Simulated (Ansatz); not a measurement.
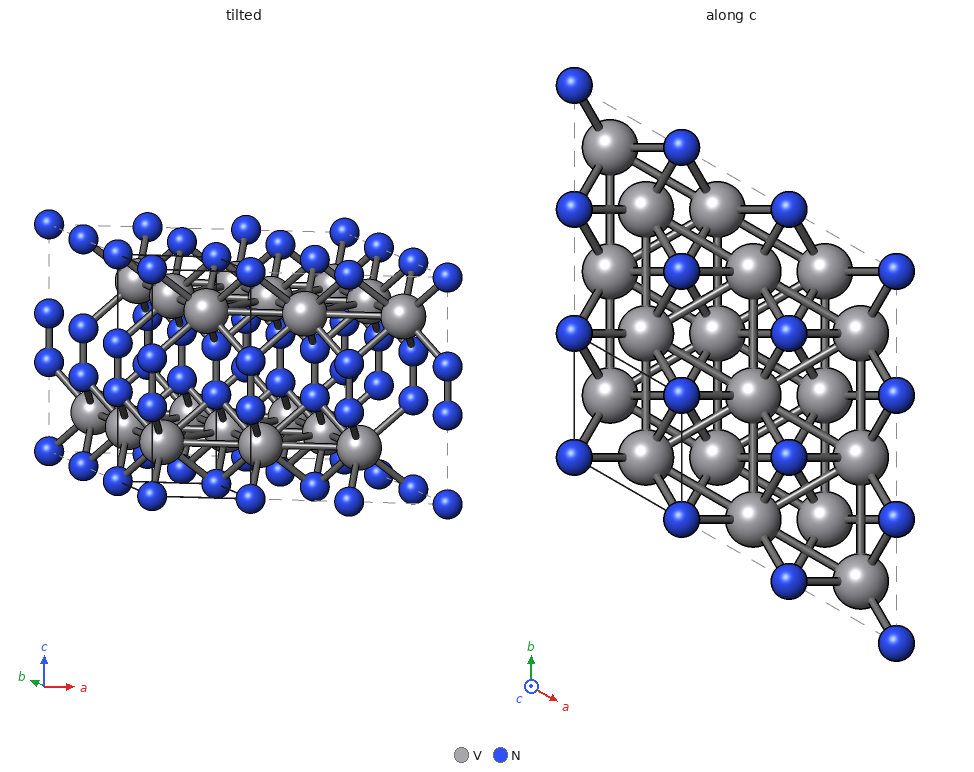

View slightly off an axis and along the c axis, drawn as a ball-and-stick model. A block of 3×3×1 cells is shown, with one conventional unit cell in solid outline.

V₂N₃, space group P-3m1 (No. 164), a = 2.70 Å, b = 2.70 Å, c = 6.20 Å, α = 90.00°, β = 90.00°, γ = 120.00°.

Level of theory and settings: DFT PBEsol, scalar-relativistic, plane waves, PAW (Ansatz), wavefunction cutoff 420 eV, an 18×18×8 k-point grid, Gaussian smearing of 0.15 eV, no spin polarisation.

Question: Predict the gap.

Answer: A metal: bands cross the Fermi level.

Question: What pressure does the calculation give for this cell?

Answer: The computed pressure is 20.4 GPa (compressed: it would expand). The stress isn't hydrostatic: its largest component is 25.3 GPa.

Its origin is a structure listed in the Materials Project. The cell was then strained or its atoms displaced on purpose. It was the input of a calculation with Ansatz.

At this level of theory the run's own cell isn't at rest (compressed, at 20 GPa), so its distances can differ from those at equilibrium, the more so the softer the solid.
